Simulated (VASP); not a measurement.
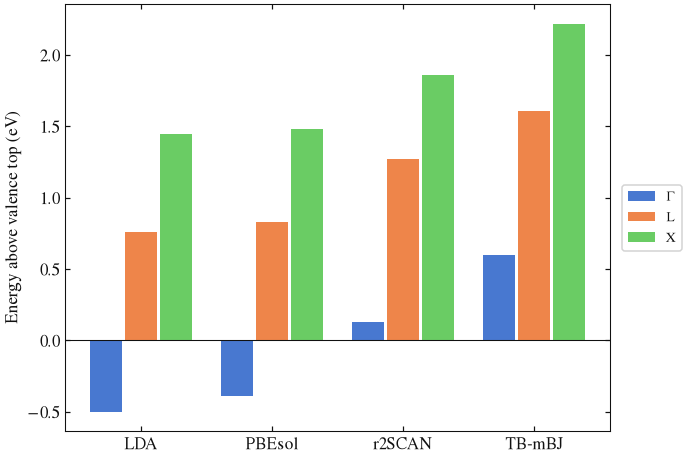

Lowest conduction level at each named k point, counted from the valence-band top at Γ, by several methods on one cell of zincblende InAs, space group F-43m (No. 216), 2 atoms in the primitive cell; cubic a = 6.091 Å. All runs are without spin-orbit coupling and carry no moments. A negative value at Γ means that the s-like level, then filled, lies under the p-like triplet: the bands are inverted and there is no gap.

| method | program | Γ (eV) | L (eV) | X (eV) |
| --- | --- | --- | --- | --- |
| LDA | VASP | −0.50 | 0.76 | 1.45 |
| PBEsol | VASP | −0.39 | 0.83 | 1.48 |
| r2SCAN | VASP | 0.13 | 1.27 | 1.86 |
| TB-mBJ | VASP | 0.60 | 1.61 | 2.22 |

One method is left out: PBE0. Predict its row. It was run as: PBE0, VASP PAW PBE potentials, release 64 (In_d, As), 6×6×6 k mesh, 520 eV cutoff, Gaussian smearing of 0.03 eV (VASP 6.6.1).

Answer. PBE0 gives 0.97 eV at Γ, 2.21 eV at L and 2.78 eV at X, which is +1.47 eV from LDA at Γ.

Which methods leave a gap at Γ?

Answer. r2SCAN (0.13 eV), TB-mBJ (0.60 eV) and PBE0 (0.97 eV); under LDA and PBEsol the bands are inverted and the gap is closed.

Does PBE0 shift these levels rigidly from LDA?

Answer. The shifts are +1.47 eV at Γ, +1.45 eV at L and +1.33 eV at X: a spread of 0.14 eV on a mean of 1.42 eV, so one shift describes them well.

Settings. LDA: VASP PAW LDA potentials, release 64 (In_d, As), 10×10×10 k mesh, 520 eV cutoff, Gaussian smearing of 0.03 eV (VASP 6.6.1). PBEsol: VASP PAW PBE potentials, release 64 (In_d, As), 10×10×10 k mesh, 600 eV cutoff, Gaussian smearing of 0.03 eV (VASP). r2SCAN: VASP PAW PBE potentials, release 64 (In_d, As), 10×10×10 k mesh, 520 eV cutoff, Gaussian smearing of 0.03 eV (VASP 6.6.1). TB-mBJ: VASP PAW PBE potentials, release 64 (In_d, As), 10×10×10 k mesh, 520 eV cutoff, Gaussian smearing of 0.03 eV (VASP).

These are five of the 6 methods that were run on this cell. Spin-orbit coupling is left out, which matters for In and As. The cell was relaxed beforehand with PBEsol. PBEsol, r2SCAN, TB-mBJ and PBE0: the PAW data sets were made with another functional. LDA, GGA and most meta-GGA functionals understate gaps. TB-mBJ: this is a model potential built to give gaps, with no total energy. Measured InAs has a positive gap at its own volume; LDA and PBEsol close it.
